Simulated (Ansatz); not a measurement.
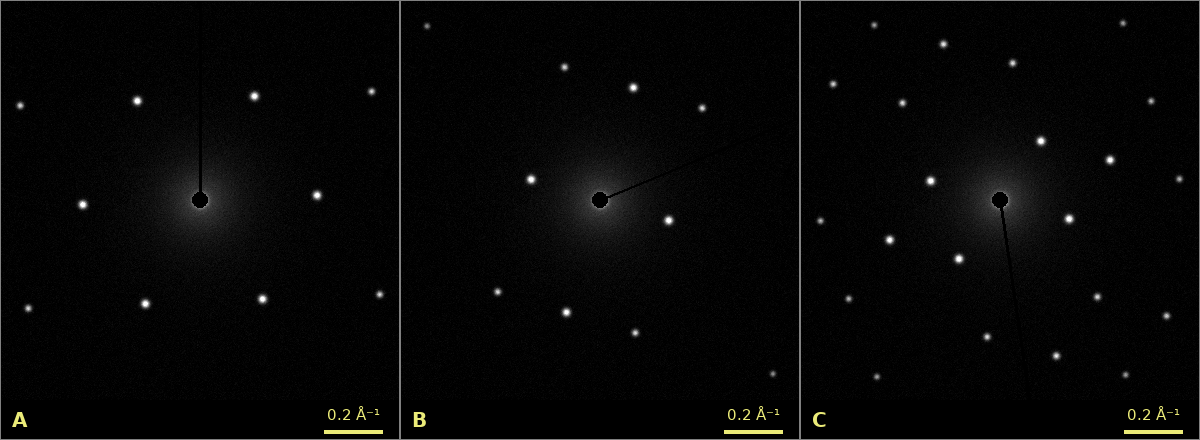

Kinematic zone-axis patterns, calculated for 300 keV electrons with B = 0.5 Å².

All three come from Y, space group Fd-3m (No. 227), a = 6.89 Å. Structure: the geometry relaxed with DFT, m-r2SCAN, plane waves (500 eV) with PAW, scalar-relativistic in Ansatz; the starting structure was generated, so it need not be a known form of this composition.

```
atom  site  symmetry       x       y       z
   Y    8b      -43m  0.2500  0.2500  0.7500
```

**Assign the zone axes [110], [111], [211] to A, B and C.**

A is [111]: hexagonal net of -2 2 0 at d = 2.44 Å and -2 0 2 at d = 2.44 Å, at 60.0°. B is [211]: rectangular net of -1 1 1 at d = 3.98 Å and 0 -2 2 at d = 2.44 Å, at 90.0°. C is [110]: centred rectangular net of -1 1 -1 at d = 3.98 Å and -1 1 1 at d = 3.98 Å, at 70.5°.
